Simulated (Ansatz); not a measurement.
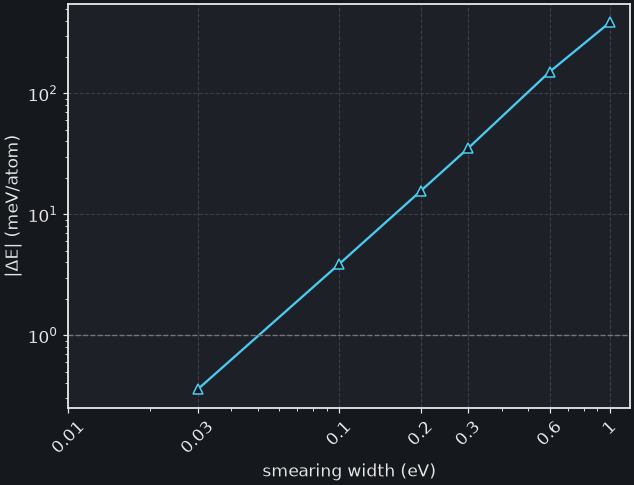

Convergence test: the smearing width is varied and all else is held.
Ni (Fm-3m, 1 atom in the cell); Ansatz 0.2.0, DFT, LDA (PW92), plane waves (420 eV) with PAW, scalar-relativistic; 16×16×16 k-mesh, collinear spins, Gaussian smearing.
ΔE is the free energy less its value at the smallest setting, 0.01 eV.
Dashed lines or grey bands mark the tolerance: 1 meV/atom.
On logarithmic panels, open markers lie below the reference value and filled ones above.

From which setting is the free energy converged to 1 meV/atom?

Answer. The free energy is within 1 meV/atom of the smallest setting's value from 0.03 eV down. It is off by 390 meV/atom at 1 eV, 35 meV/atom at 0.3 eV and 3.9 meV/atom at 0.1 eV (always below it). The free energy falls with the width because it holds the −TS term of the fractional occupations.
